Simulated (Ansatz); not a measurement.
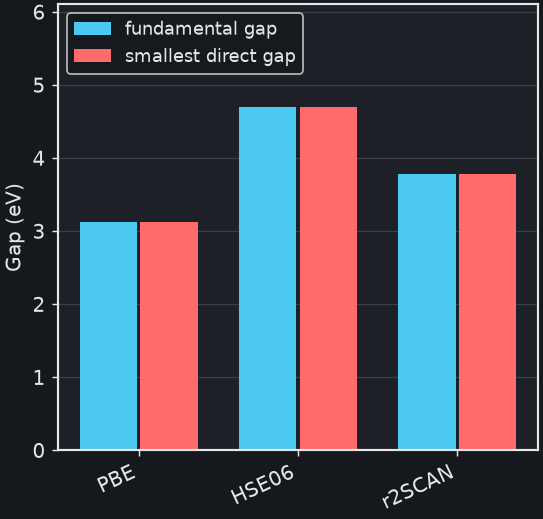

Gaps of MgO, space group R3m, 2 atoms in the cell, zincblende type, epitaxial (111) strain +4.0%, at several levels of theory on one cell (Ansatz, plane waves and PAW; edges over the mesh and the special points).

Question: How does the gap depend on the level, and does its kind change?

Answer: In rising order: PBE 3.12 eV, r2SCAN 3.78 eV and HSE06 4.70 eV. It is direct at every level.
